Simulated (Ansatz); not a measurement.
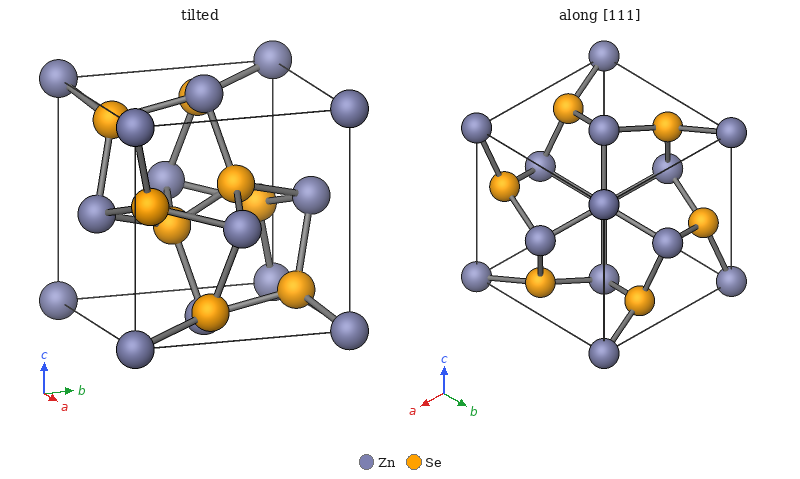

An orthographic ball-and-stick view of the structure, slightly off an axis and along [111]. The frame is the conventional unit cell; atoms at its boundary are shown with their periodic copies. Cell: a = 6.135 Å, b = 6.333 Å, c = 6.333 Å, α = 90.00°, β = 90.00°, γ = 90.00°.

The structure is one of ZnSe$_{2}$. It is primitive orthorhombic, space group Pbca (No. 61). It has 12 atoms to the cell (4 Zn, 8 Se). The coordination shell of Zn holds six Se in an octahedral arrangement at about 2.6 to 2.7 Å. Se is linked to three Zn and one Se in a distorted tetrahedral arrangement (about 2.6 to 2.7 Å to Zn, 2.4 Å to Se). The bonds build a three-dimensional framework.

It goes back to a structure listed in the Materials Project. It was relaxed with DFT PBEsol, scalar-relativistic, plane waves, PAW in Ansatz under a constraint or pressure on the cell, so some stress remains.
